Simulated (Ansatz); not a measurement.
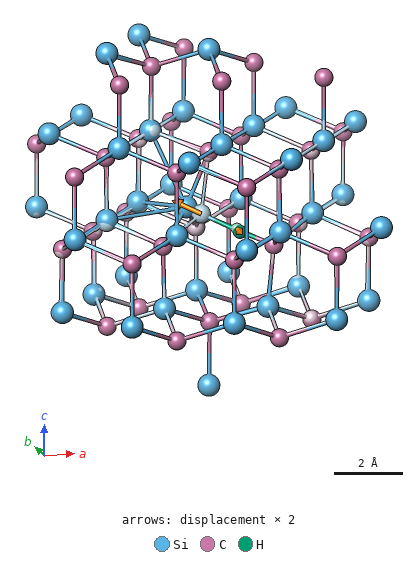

A relaxation of a defect cell of composition Si48C48H (cell charge −1). The starting structure is drawn faded, the final one solid; orange arrows show the displacements, 2 times their true length.

The picture is a ball-and-stick view of the atoms within 5.8 Å of the atom that moves most (axes of the cell of the calculation (origin shifted)), seen slightly off an axis.

Computed with DFT, PBEsol, PAW, plane waves (Ansatz). (plane-wave cutoff 420 eV; k-point mesh 1 × 1 × 1; no spin polarisation; atoms relaxed in a fixed cell; force threshold 0.03 eV/Å; at most 80 steps)

What did the optimiser do to the structure, and how much energy did it gain?

Over 8 geometry steps the energy falls by 4.577 eV per cell of the calculation. The largest force component goes from 12 to 0.021 eV/Å. The largest move is that of a Si atom, 0.49 Å along [−2 1 1]. By element the largest moves are Si 0.49 Å, H 0.15 Å, C 0.09 Å. The cell stays as it was. Near-neighbour distances that change, for instance: H–Si 1.171 → 1.796 Å, C–Si 2.417 → 2.884 Å, Si–Si 2.899 → 2.495 Å, Si–Si 2.864 → 2.494 Å. Bond angles that change, for instance: Si–C–Si 103.0° → 84.6°, Si–C–Si 101.5° → 83.8°, C–Si–H 102.2° → 84.5°. Cost: 9.5 s on 1 × NVIDIA GB300 with 8 threads of Arm Neoverse-V2, peak memory 1.9 GiB.

Limits of the set-up: the cell is charged, on a uniform background, and energies carry no finite-size correction.
